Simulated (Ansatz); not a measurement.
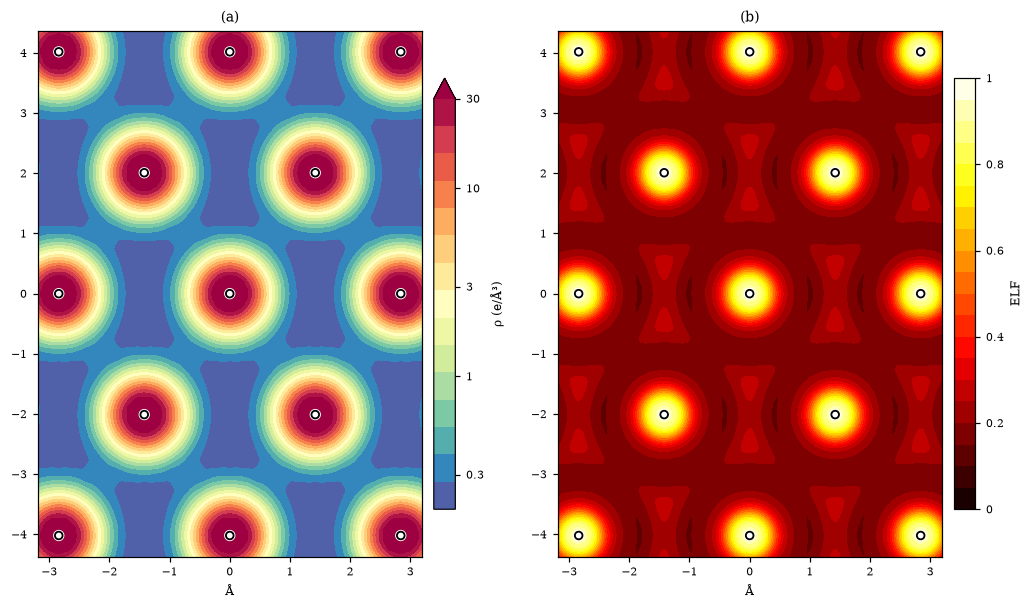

Cu. (a) valence electron density; (b) ELF on the (101) plane of the conventional cell. Circles mark the nuclei in the plane (Cu).

Space group Im-3m; set up as Cu, bcc; a generated structure, not necessarily the stable one; computed without spin polarisation.

The calculation used DFT, r2SCAN0, plane waves (500 eV) with PAW, scalar-relativistic in Ansatz.

In a PAW calculation such maps are meaningful between the atoms, not at the nuclei.

```
Cu
1.0
     2.84187    0.00000    0.00000
     0.00000    2.84187    0.00000
     0.00000    0.00000    2.84187
Cu
2
Direct
  0.00000 0.00000 0.00000
  0.50000 0.50000 0.50000
```

### What do the fields say about this system?

The plane passes through Cu nuclei. Cu–Cu (2.46 Å): the density is about 0.29 e/Å³ at the midpoint; the ELF is about 0.20 at the midpoint; no localised pair shows between them. Between the atoms the lowest density in this plane is 0.2 e/Å³. The features right at Cu lie inside the PAW spheres, where the map follows smoothed inner orbitals and isn't to be read closely.

### Does the calculation give a band gap?

It is gapless in this calculation (a metal or semimetal).
